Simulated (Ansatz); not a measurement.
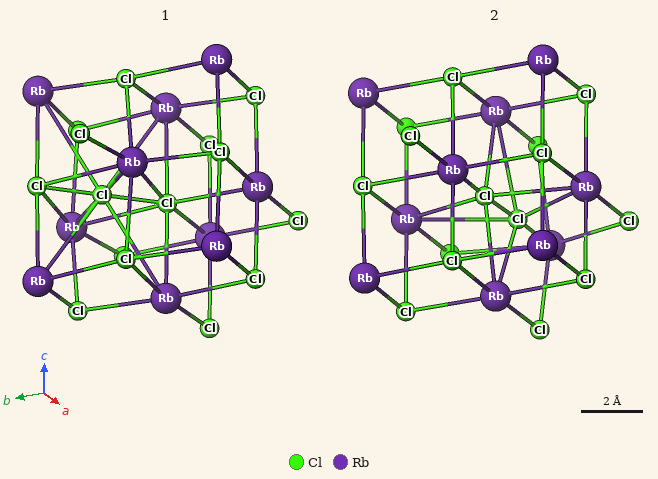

Two geometries of a defect cell of composition Cl₃₃Rb₃₂ (cell charge +1), drawn at one scale. One is the start of a relaxation, the other its converged end. A ball-and-stick model of the atoms within 5.8 Å of the atom that moves most (axes of the cell of the calculation (origin shifted)), seen from a free direction.

Level of theory: DFT, PBEsol, PAW, plane waves (Ansatz). Settings: plane-wave cutoff 420 eV; k-point mesh 1 × 1 × 1; mesh shifted by (0.25, 0.25, 0.25); no spin polarisation; atoms relaxed in a fixed cell; force threshold 0.03 eV/Å; at most 80 steps.

Question: Which geometry has the lower energy?

Answer: Structure 1 is the relaxed one. After 15 geometry steps the energy has fallen by 2.863 eV per cell of the calculation. Largest force component: 3.2 eV/Å at the start, 0.0074 eV/Å at the end. The atom that moves furthest is a Cl atom (1.76 Å along [−1 2 0]). By element the largest moves are Cl 1.76 Å, Rb 0.76 Å. The cell doesn't change. Among the contacts that change: Cl–Cl 4.106 → 2.268 Å, Cl–Rb 3.408 → 5.156 Å, Cl–Rb 5.246 → 4.049 Å, Cl–Rb 4.908 → 3.767 Å. Bond angles that change, for instance: Cl–Cl–Rb 177.5° → 90.0°, Rb–Cl–Rb 104.1° → 179.8°, Cl–Cl–Rb 64.4° → 135.0°.

Limits of the set-up: the cell is charged, on a uniform background, and energies carry no finite-size correction.
